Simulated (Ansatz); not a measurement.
AlCu3: geometry relaxation (part 1 of 2)

System: AlCu3 (8 atoms in the cell).
Method: DFT LDA, scalar-relativistic, plane waves, PAW, no spin polarisation (Ansatz 0.2.0).

The structure derives from a Materials Project entry. It belongs to a series of runs on one base structure; here: cell and atoms relaxed tightly for response.

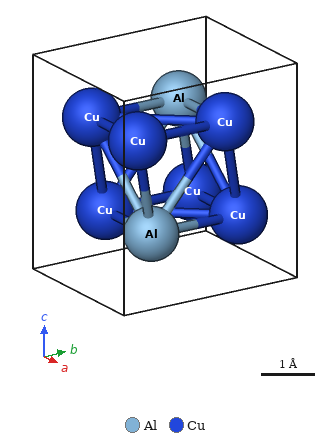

The input geometry (ball-and-stick view of the cell of the calculation, seen slightly off an axis). An atom can appear more than once, as a periodic image.

## Results in brief

| quantity | value |
| --- | --- |
| outcome | converged |
| space group (tolerance 0.01 Å) | P6₃/mmc (194) |
| electrons treated | 120 |
| free energy | −40361.8373 eV |
| Fermi energy | 15.919 eV |
| gap on the k-point mesh | none (metallic) |
| pressure | 0.00 GPa |
| final volume | 92.37 Å³ |
| largest force (length of the vector) at the end | under 0.001 eV/Å |
| final cell | a = 5.083 Å, b = 5.083 Å, c = 4.128 Å, α = 90.00°, β = 90.00°, γ = 120.00° |
| hardware | 2 threads of Intel Xeon @ 2.50GHz (Skylake/Cascade Lake), 192 GiB of memory available, shared host |
| wall time | 95 s (CPU time 3.1 min) |
| peak memory | 0.8 GiB |

## Notes

Results for this metal are sensitive to the k-point mesh.

## The input
```yaml
crystal:
  lattice:
    - [5.0805072595, 0.0, 0.0]
    - [-2.5402536297, 4.3998483508, 0.0]
    - [0.0, 0.0, 4.1297761705]
  atoms:
    - { symbol: Al, position: [0.6666666667, 0.3333333333, 0.25] }
    - { symbol: Al, position: [0.3333333333, 0.6666666667, 0.75] }
    - { symbol: Cu, position: [0.3303580442, 0.1651790221, 0.75] }
    - { symbol: Cu, position: [0.8348209779, 0.1651790221, 0.75] }
    - { symbol: Cu, position: [0.8348209779, 0.6696419558, 0.75] }
    - { symbol: Cu, position: [0.6696419558, 0.8348209779, 0.25] }
    - { symbol: Cu, position: [0.1651790221, 0.8348209779, 0.25] }
    - { symbol: Cu, position: [0.1651790221, 0.3303580442, 0.25] }
basis:
  ecutwfc: 420
kpoints:
  mp_grid: { grid: [12, 12, 8] }
hamiltonian:
  xc: lda
scf:
  occupations: { method: fermi_dirac, width: 0.15 }
output:
  forces: true
  stress: true
  eigenvalues: true
relax:
  adjacent_minimum: "off"
  f_tol: 0.001
  max_steps: 60
  cell: { stress_tol: 0.01 }
```

Launched with:
```bash
ansatz run input.yaml --threads 2 --pin off --max-ram 6144MiB --backend cpu --events-out ev --progress --plain --runs-dir out
```

## Output
```
band count auto-derived: 73 (N_el = 120.0; filled up to band 60; 72 by the electrons, moments and atoms)
Engine: ansatz 0.2.0, x86_64-unknown-linux-gnu
Pseudopotentials: kind: paw
Pseudopotential: Al, paw, valence charge 3, recommended cutoff 420 eV (normal), Al.paw.azcp
Pseudopotential: Cu, paw, valence charge 19, recommended cutoff 420 eV (normal), Cu.paw.azcp
Functional definition: SPW92
  exchange = slater_x
  correlation = pw_c
Crystal: 8 atoms, lattice volume = 92.315 Å³
Basis set: ecut = 420 eV, 1831 PW (Γ)
Bands: 73, of which v1, the nominal top of the filled ones, is band 60 counted from 1 (59 counted from 0)
Symmetry: 24 space group operations
Space group: P63/mmc (ITA 194), of the structure as read, at distance tolerance 4.5e-5 Å
k-points: 95 of 1152
Non-local potential: Al, projectors of the file, l = 0: 2, l = 1: 2, l = 2: 1
Non-local potential: Cu, projectors of the file, l = 0: 3, l = 1: 2, l = 2: 3, l = 3: 1
PAW form: soft (Blöchl's): semilocal exchange-correlation on the pseudo side does not see the compensation charge
PAW frozen core: Al, regenerated for the run's functional, and the local potential with it (the file was generated under x = pbe(κ = 0.804, μ = 0.2195149727645171), c = pbe(β = 0.06672455060314922))
PAW frozen core: Cu, regenerated for the run's functional, and the local potential with it (the file was generated under x = pbe(κ = 0.804, μ = 0.2195149727645171), c = pbe(β = 0.06672455060314922))
PAW one-centre angular grid: Al, 110 points (default); XC on 64 Gauss nodes
PAW one-centre angular grid: Cu, 590 points (default); XC on 64 Gauss nodes
Initial density: superposition of atomic densities (neutral atoms: chi_scale 0, normalization atom), corrected by the library's trained network
Initial wavefunctions: pseudopotential atomic-orbital guess
Functional: x = slater, c = lda
SCF iter   1: F=—  HF=-40361.869190 eV  |F-HF|=—  |Δ(HF+E_count)|=         —  Δρ=1.66e-2  dr2=1.05e-1  ethr=1.77e-3  ⟨swp⟩=5.3  Hψ=25164  notcnv=0  defer=61
preconditioner: auto → Kerker (q_TF=auto, 2.850 Å⁻¹)  [metal: Δε(μ)=0.013 eV  Ē_g=9.473 eV  σ=0.150 eV  W_gap=0.02  n_scr=26 (ndim 8)  ℏωp=32.8 eV  f_vac=0.001  D(μ)=2.46/eV (n_scr^D=20)]
SCF iter   2: F=—  HF=-40361.839414 eV  |F-HF|=—  |Δ(HF+E_count)|=   2.98e-2  Δρ=2.29e-3  dr2=4.98e-3  ethr=8.71e-5  ⟨swp⟩=2.0  Hψ=11958  notcnv=0  defer=184
SCF iter   3: F=—  HF=-40361.838031 eV  |F-HF|=—  |Δ(HF+E_count)|=   1.38e-3  Δρ=2.09e-3  dr2=2.50e-3  ethr=4.15e-6  ⟨swp⟩=2.1  Hψ=8992  notcnv=0  defer=184
SCF iter   4: F=—  HF=-40361.837337 eV  |F-HF|=—  |Δ(HF+E_count)|=   6.94e-4  Δρ=3.79e-4  dr2=2.62e-4  ethr=2.09e-6  ⟨swp⟩=1.6  Hψ=7165  notcnv=0  defer=184
SCF iter   5: F=—  HF=-40361.837268 eV  |F-HF|=—  |Δ(HF+E_count)|=   6.86e-5  Δρ=6.91e-5  dr2=8.08e-6  ethr=2.18e-7  ⟨swp⟩=2.2  Hψ=9875  notcnv=0  defer=184
SCF iter   6: F=—  HF=-40361.837258 eV  |F-HF|=—  |Δ(HF+E_count)|=   9.81e-6  Δρ=3.07e-5  dr2=8.95e-7  ethr=6.73e-9  ⟨swp⟩=2.0  Hψ=10122  notcnv=0  defer=184
SCF iter   7: F=—  HF=-40361.837259 eV  |F-HF|=—  |Δ(HF+E_count)|=   1.29e-7  Δρ=1.18e-5  dr2=1.59e-7  ethr=8.33e-11  ⟨swp⟩=8.5  Hψ=30796  notcnv=0
SCF iter   8: F=-40361.837259 eV  HF=-40361.837259 eV  |F-HF|=4.97e-9  |Δ(HF+E_count)|=   4.07e-8  Δρ=2.09e-6  dr2=5.75e-9  ethr=8.33e-11  ⟨swp⟩=4.4  Hψ=21188  notcnv=0
SCF 1 converged in 8 iterations: F = -40361.837259 eV  dr2 = 5.75e-9
  greatest PAW one-centre occupation: 1.000 electrons in one spin orbital (limit 2), on the Cu atom at site 6 (counted from 0), in its partial waves of l = 0
relax step   1: F+E_penalty+E_count = -40361.83725856 eV  Δ(F+E_penalty+E_count) = +0.000e0 eV  max|allowed force component| = 8.170e-4 eV/Å  Δτ_max = 0.0000 Å  P = +0.107 GPa  Ω = 92.315 Å³  (8 SCF iters, dr2 threshold 1.00e-7 eV, accepted)
Crystal: 8 atoms, lattice volume = 92.347 Å³
Initial density: handed on by an earlier stage of this run
Initial wavefunctions: those handed on with the density
iter 1 solved again at ethr=1.59e-8 eV; its pass at ethr=3.10e-3 eV (dr2=1.91e-5 eV) is discarded
SCF iter   1: F=—  HF=-40361.837285 eV  |F-HF|=—  |Δ(HF+E_count)|=         —  Δρ=1.63e-4  dr2=1.77e-5  ethr=1.59e-8  ⟨swp⟩=2.1  Hψ=26063  notcnv=0
preconditioner: auto → Kerker (q_TF=auto, 2.850 Å⁻¹)  [metal: Δε(μ)=0.002 eV  Ē_g=9.521 eV  σ=0.150 eV  W_gap=0.00  n_scr=26 (ndim 8)  ℏωp=32.8 eV  f_vac=0.001  D(μ)=2.44/eV (n_scr^D=20)]
SCF iter   2: F=—  HF=-40361.837283 eV  |F-HF|=—  |Δ(HF+E_count)|=   2.96e-6  Δρ=3.63e-5  dr2=1.43e-6  ethr=1.47e-8  ⟨swp⟩=2.1  Hψ=9003  notcnv=0
SCF iter   3: F=—  HF=-40361.837282 eV  |F-HF|=—  |Δ(HF+E_count)|=   6.26e-7  Δρ=3.02e-5  dr2=9.36e-7  ethr=1.19e-9  ⟨swp⟩=2.0  Hψ=9987  notcnv=0
iter 4 did not close the SCF: its close was put off for the readings that it lacked (scf_convergence_deferred on its scf_iter line)
SCF iter   4: F=-40361.837282 eV  HF=-40361.837282 eV  |F-HF|=1.88e-8  |Δ(HF+E_count)|=   1.61e-7  Δρ=7.69e-6  dr2=5.94e-8  ethr=7.80e-10  ⟨swp⟩=2.3  Hψ=9168  notcnv=0
iter 5 did not close the SCF: its close was put off for the readings that it lacked (scf_convergence_deferred on its scf_iter line)
SCF iter   5: F=-40361.837282 eV  HF=-40361.837282 eV  |F-HF|=2.00e-9  |Δ(HF+E_count)|=   1.01e-8  Δρ=2.14e-6  dr2=5.15e-9  ethr=4.95e-11  ⟨swp⟩=2.0  Hψ=10290  notcnv=0
SCF iter   6: F=-40361.837282 eV  HF=-40361.837282 eV  |F-HF|=4.95e-10  |Δ(HF+E_count)|=  5.09e-10  Δρ=4.59e-7  dr2=4.50e-10  ethr=4.29e-12  ⟨swp⟩=1.5  Hψ=17800  notcnv=0
SCF 2 converged in 6 iterations: F = -40361.837282 eV  dr2 = 4.50e-10
  greatest PAW one-centre occupation: 1.000 electrons in one spin orbital (limit 2), on the Cu atom at site 7 (counted from 0), in its partial waves of l = 0
relax step   2: F+E_penalty+E_count = -40361.83728172 eV  Δ(F+E_penalty+E_count) = -2.316e-5 eV  max|allowed force component| = 5.567e-4 eV/Å  Δτ_max = 0.0000 Å  P = +0.049 GPa  Ω = 92.347 Å³  energy of the carried Pulay correction = -1.975e-5 eV  (6 SCF iters, dr2 threshold 7.85e-8 eV, accepted)
Crystal: 8 atoms, lattice volume = 92.375 Å³
iter 1 solved again at ethr=1.26e-8 eV; its pass at ethr=3.10e-3 eV (dr2=1.51e-5 eV) is discarded
SCF iter   1: F=—  HF=-40361.837290 eV  |F-HF|=—  |Δ(HF+E_count)|=         —  Δρ=1.46e-4  dr2=1.36e-5  ethr=1.26e-8  ⟨swp⟩=2.0  Hψ=26117  notcnv=0
preconditioner: auto → Kerker (q_TF=auto, 2.850 Å⁻¹)  [metal: Δε(μ)=0.005 eV  Ē_g=9.518 eV  σ=0.150 eV  W_gap=0.01  n_scr=26 (ndim 8)  ℏωp=32.8 eV  f_vac=0.001  D(μ)=2.44/eV (n_scr^D=20)]
SCF iter   2: F=—  HF=-40361.837287 eV  |F-HF|=—  |Δ(HF+E_count)|=   2.40e-6  Δρ=4.01e-5  dr2=1.32e-6  ethr=1.13e-8  ⟨swp⟩=2.1  Hψ=9208  notcnv=0
SCF iter   3: F=—  HF=-40361.837287 eV  |F-HF|=—  |Δ(HF+E_count)|=   5.31e-7  Δρ=2.96e-5  dr2=8.00e-7  ethr=1.10e-9  ⟨swp⟩=2.0  Hψ=9934  notcnv=0
SCF iter   4: F=—  HF=-40361.837287 eV  |F-HF|=—  |Δ(HF+E_count)|=   1.38e-7  Δρ=7.80e-6  dr2=5.23e-8  ethr=6.67e-10  ⟨swp⟩=2.3  Hψ=9034  notcnv=0
iter 5 did not close the SCF: its close was put off for the readings that it lacked (scf_convergence_deferred on its scf_iter line)
SCF iter   5: F=-40361.837287 eV  HF=-40361.837287 eV  |F-HF|=3.13e-10  |Δ(HF+E_count)|=  6.11e-10  Δρ=1.57e-6  dr2=2.33e-9  ethr=4.36e-11  ⟨swp⟩=2.0  Hψ=10304  notcnv=0
SCF iter   6: F=-40361.837287 eV  HF=-40361.837287 eV  |F-HF|=3.27e-10  |Δ(HF+E_count)|=   1.39e-9  Δρ=4.59e-7  dr2=4.12e-10  ethr=1.94e-12  ⟨swp⟩=1.6  Hψ=18536  notcnv=0
SCF 3 converged in 6 iterations: F = -40361.837287 eV  dr2 = 4.12e-10
relax step   3: F+E_penalty+E_count = -40361.83728682 eV  Δ(F+E_penalty+E_count) = -5.097e-6 eV  max|allowed force component| = 8.096e-5 eV/Å  Δτ_max = 0.0001 Å  P = +0.001 GPa  Ω = 92.375 Å³  energy of the carried Pulay correction = -3.622e-5 eV  (6 SCF iters, dr2 threshold 2.15e-8 eV, accepted)
Initial wavefunctions: pseudopotential atomic-orbital guess (no wavefunctions were taken with the density)
iter 1 solved again at ethr=2.97e-8 eV; its pass at ethr=3.10e-3 eV (dr2=3.56e-5 eV) is discarded
SCF iter   1: F=—  HF=-40361.837306 eV  |F-HF|=—  |Δ(HF+E_count)|=         —  Δρ=1.53e-6  dr2=6.66e-10  ethr=2.97e-8  ⟨swp⟩=3.0  Hψ=42218  notcnv=0
eigensolver tolerance schedule: the retry pair's looser diagonalisation over-reported the residual by 53480.26 of it (diagonalisation noise at 1.05 of the residual, at the tolerance the schedule requests for it); recorded, not acted on — ethr = c·dr2/N_el stays at c = 1.0e-1
preconditioner: auto → Kerker (q_TF=auto, 2.850 Å⁻¹)  [metal: Δε(μ)=0.005 eV  Ē_g=9.517 eV  σ=0.150 eV  W_gap=0.01  n_scr=26 (ndim 8)  ℏωp=32.8 eV  f_vac=0.001  D(μ)=2.44/eV (n_scr^D=20)]
SCF iter   2: F=—  HF=-40361.837315 eV  |F-HF|=—  |Δ(HF+E_count)|=   9.01e-6  Δρ=7.55e-7  dr2=2.99e-10  ethr=1.00e-12  ⟨swp⟩=3.1  Hψ=16685  notcnv=0
SCF iter   3: F=—  HF=-40361.837315 eV  |F-HF|=—  |Δ(HF+E_count)|=  7.28e-12  Δρ=3.02e-7  dr2=7.30e-11  ethr=1.00e-12  ⟨swp⟩=1.0  Hψ=6935  notcnv=0
SCF iter   4: F=—  HF=-40361.837315 eV  |F-HF|=—  |Δ(HF+E_count)|=  2.18e-11  Δρ=1.28e-7  dr2=1.72e-11  ethr=1.00e-12  ⟨swp⟩=1.0  Hψ=6935  notcnv=0
iter 5 did not close the SCF: its close was put off for the readings that it lacked (scf_convergence_deferred on its scf_iter line)
SCF iter   5: F=-40361.837315 eV  HF=-40361.837315 eV  |F-HF|=2.18e-11  |Δ(HF+E_count)|=  7.28e-12  Δρ=2.54e-8  dr2=4.61e-13  ethr=1.00e-12  ⟨swp⟩=1.0  Hψ=6935  notcnv=0
iter 6 did not close the SCF: its close was put off for the readings that it lacked (scf_convergence_deferred on its scf_iter line)
SCF iter   6: F=-40361.837315 eV  HF=-40361.837315 eV  |F-HF|=7.28e-12  |Δ(HF+E_count)|=    0.00e0  Δρ=1.04e-8  dr2=1.06e-13  ethr=1.00e-12  ⟨swp⟩=1.0  Hψ=6935  notcnv=0
iter 7 did not close the SCF: its close was put off for the readings that it lacked (scf_convergence_deferred on its scf_iter line)
SCF iter   7: F=-40361.837315 eV  HF=-40361.837315 eV  |F-HF|=7.28e-12  |Δ(HF+E_count)|=    0.00e0  Δρ=1.73e-9  dr2=2.56e-15  ethr=1.00e-12  ⟨swp⟩=1.0  Hψ=6935  notcnv=0
iter 8 did not close the SCF: its close was put off for the readings that it lacked (scf_convergence_deferred on its scf_iter line)
SCF iter   8: F=-40361.837315 eV  HF=-40361.837315 eV  |F-HF|=7.28e-12  |Δ(HF+E_count)|=  7.28e-12  Δρ=9.03e-10  dr2=4.66e-16  ethr=1.00e-12  ⟨swp⟩=1.0  Hψ=6935  notcnv=0
SCF iter   9: F=-40361.837315 eV  HF=-40361.837315 eV  |F-HF|=1.46e-11  |Δ(HF+E_count)|=  7.28e-12  Δρ=2.62e-10  dr2=4.45e-17  ethr=1.00e-12  ⟨swp⟩=1.5  Hψ=15161  notcnv=0
SCF 4 converged in 9 iterations: F = -40361.837315 eV  dr2 = 4.45e-17
relax step   4: F+E_penalty+E_count = -40361.83731452 eV  Δ(F+E_penalty+E_count) = -2.770e-5 eV  max|allowed force component| = 8.166e-5 eV/Å  Δτ_max = 0.0000 Å  P = +0.001 GPa  Ω = 92.375 Å³  stress off target by 1.67e-3 GPa  SCF on the basis re-selected at this cell (its energy is not comparable with the rows above)  (9 SCF iters)
```

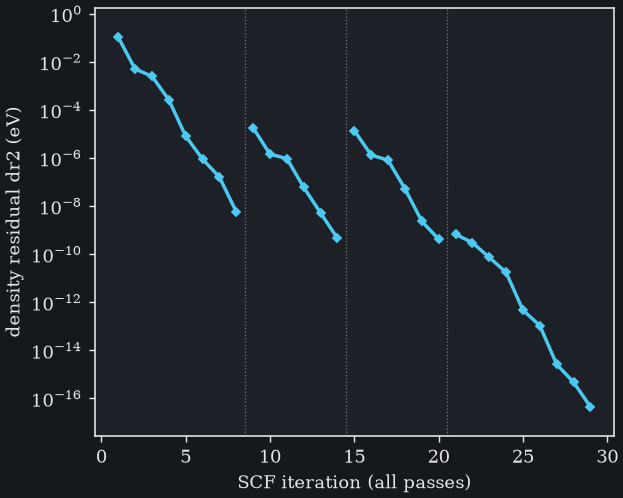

Convergence of the self-consistent field: density residual dr2 against the SCF iteration. The dotted lines part the SCF passes of the relaxation: geometry steps, rejected trials and re-solves on a re-selected basis. The passes take 8, 6, 6 and 9 iterations.

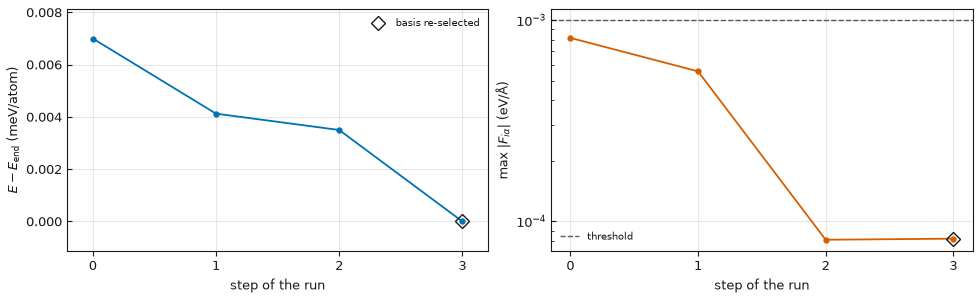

Progress of the relaxation, step by step (the first geometry is step 0 here and step 1 in the log). The atoms keep their places relative to the cell (all moves are under 0.005 Å). Cell: a = b 5.081 → 5.083 Å (+0.1 %), c 4.130 → 4.128 Å (−0.1 %). Volume +0.1 %. The space group stays P6_3/mmc (No. 194). After 2 geometry steps the energy has fallen by next to nothing (0.0 meV per atom). The largest force component goes from 0.00082 to under 0.0001 eV/Å. The pressure goes from 0.11 to 0.00 GPa. A last SCF at the same geometry on a re-selected plane-wave basis shifts the energy by next to nothing (0.0 meV per atom). (Atoms are counted from 1 in the order of the input.)
